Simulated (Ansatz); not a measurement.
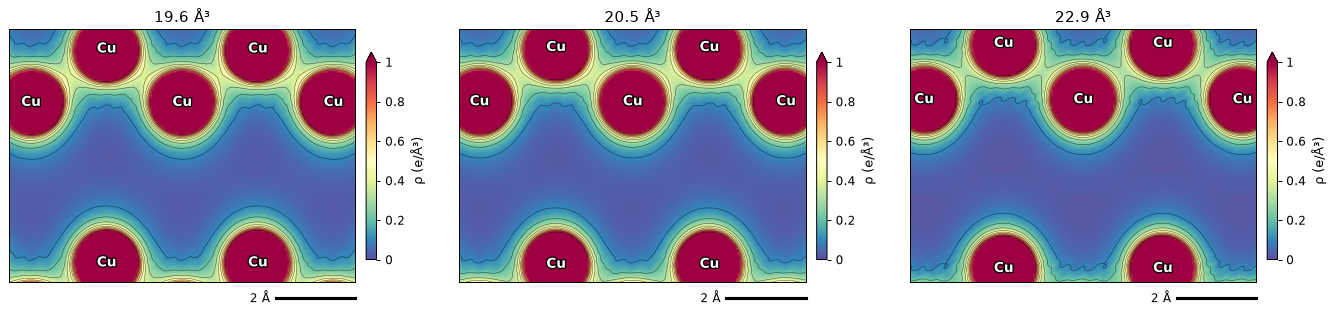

Cu. The valence charge density (pseudo) of cells scaled evenly to different volumes (given per atom above each panel), on the (011̄) plane of each (indices in the axes of the cell below), at one length scale and on one colour scale.

A generated structure, not necessarily the stable one; computed without spin polarisation.

Method: DFT, BLYP, plane waves (420 eV) with PAW, scalar-relativistic in Ansatz.

The largest cell:

```
Cu
1.0
     0.00000    2.84039    2.84039
     2.84039    0.00000    2.84039
     2.84039    2.84039    0.00000
Cu
2
Direct
  0.12500 0.12500 0.12500
  0.87500 0.87500 0.87500
```

| volume (Å³/atom) | Cu–Cu contact in the plane (Å) | ρ at its midpoint (e/Å³) | pressure (GPa) | 
| --- | --- | --- | --- |
| 19.64 | 2.337 | 0.387 | 2.0 | 
| 20.46 | 2.369 | 0.363 | 0.0 | 
| 22.10 | 2.430 | ? | ? | 
| 22.92 | 2.460 | 0.307 | −3.7 | 

Question: What values belong in the row with question marks?

Answer: Over the known rows ln ρ falls by 1.87 per Å of Cu–Cu distance (a least-squares line), which gives 0.325 e/Å³ at 2.430 Å; the calculation gives 0.322 e/Å³. For the pressure, a straight line in volume between the neighbouring rows gives −2.5 GPa; the calculation gives −2.8, lower because pressure rises ever faster on compression.
